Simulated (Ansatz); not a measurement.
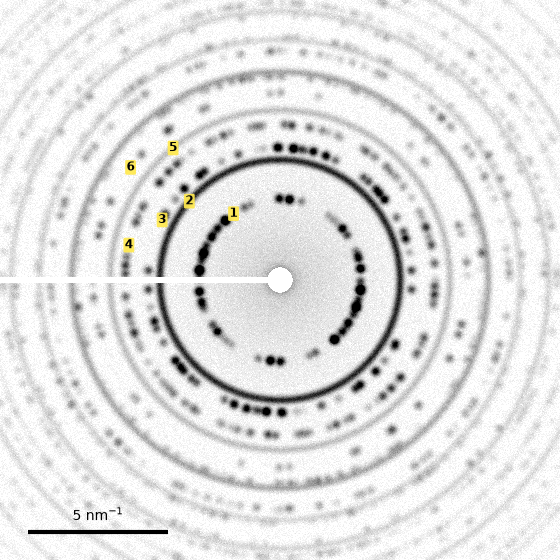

Simulated electron diffraction rings at 100 kV (λ = 0.0370 Å), scale in nm⁻¹ (radius = 1/d), for a mixture of two phases, one of them coarse-grained. Kinematic intensities with B = 0.3 Å² for all atoms, without multiple scattering; brightness goes as intensity to the power 0.6, clipped at the top, with counting noise. Reflections closer than the ring width show as one ring.

Phase I: Ti (Fd-3m), a = 5.986 Å, b = 5.986 Å, c = 5.986 Å, α = 90.00°, β = 90.00°, γ = 90.00°; coordinates from a relaxation with Ansatz 0.2.0, DFT, m-r2SCAN, plane waves (500 eV) with PAW, scalar-relativistic; the starting structure was generated, so it need not be a known form of this composition.
Phase II: Ti (Im-3m), a = 3.296 Å, b = 3.296 Å, c = 3.296 Å, α = 90.00°, β = 90.00°, γ = 90.00°; the end point of a relaxation with DFT, r2SCAN, plane waves (500 eV) with PAW, scalar-relativistic in Ansatz 0.2.0; the starting structure was generated, so it need not be a known form of this composition.
Volume fractions 0.6 and 0.4.

Which rings come from which phase?

```
ring     radius  d (Å)  phase  hkl
   1  2.89 nm⁻¹   3.46      I  111
   2  4.29 nm⁻¹   2.33     II  110
   3  4.72 nm⁻¹   2.12      I  220
   4  5.54 nm⁻¹  1.805      I  311
   5  6.07 nm⁻¹  1.648     II  200
   6  6.68 nm⁻¹  1.497      I  400
```

Which phase is the coarse-grained one?

Phase I (Ti, Fd-3m): its rings are broken into spots, those of phase II are continuous.
